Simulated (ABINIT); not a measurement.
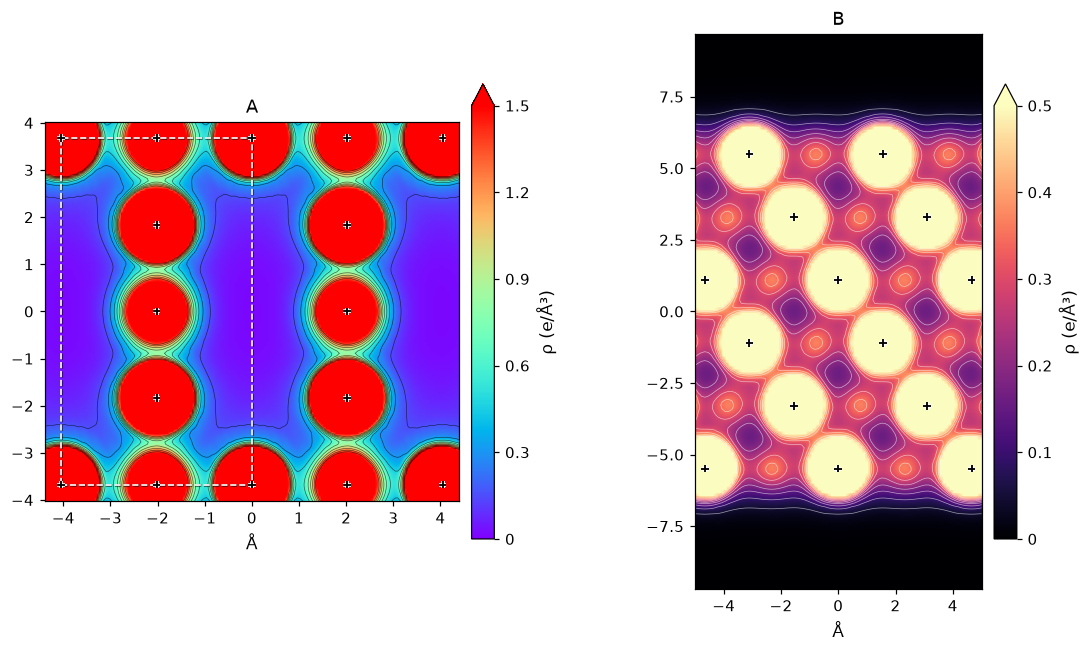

The valence pseudo-density of 2 systems, each on a plane through atoms (crosses mark nuclei in the plane).

Level of theory: ABINIT, Kohn-Sham DFT of a periodic cell, PBE, JTH PAW PBE v2.0.

System 1: Cu3O2, the (100) plane of the conventional cell. Space group I4/mmm; a structure from a database of computed crystals, not necessarily the ambient phase.

```
CELL_PARAMETERS angstrom
4.04596 0.00000 0.00000
0.00000 4.04596 0.00000
0.00000 0.00000 7.34723
ATOMIC_POSITIONS crystal
Cu 0.00000 0.00000 0.00000
Cu 0.50000 0.50000 0.50000
Cu 0.00000 0.50000 0.25000
Cu 0.50000 0.00000 0.75000
Cu 0.50000 0.00000 0.25000
Cu 0.00000 0.50000 0.75000
O 0.00000 0.50000 0.00000
O 0.50000 0.00000 0.50000
O 0.50000 0.00000 0.00000
O 0.00000 0.50000 0.50000
```

System 2: Rh (slab), the (110) plane of the calculation cell, a cut from vacuum to vacuum. 

```
Rh
1.0
     2.68920    0.00000    0.00000
    -1.34460    2.32891    0.00000
     0.00000    0.00000   25.97860
Rh
6
Direct
  0.66667 0.33333 0.28870
  0.33333 0.66667 0.37322
  0.00000 0.00000 0.45774
  0.66667 0.33333 0.54226
  0.33333 0.66667 0.62678
  0.00000 0.00000 0.71130
```

### Match each panel to its system.

Panel A is system 1, Cu3O2: the plane holds Cu and O. Cu–O (1.84 Å): the density is about 0.85 e/Å³ at the midpoint. Panel B is system 2, Rh: the plane holds Rh. Rh–Rh (2.69 Å): ρ is about 0.37 e/Å³ halfway.
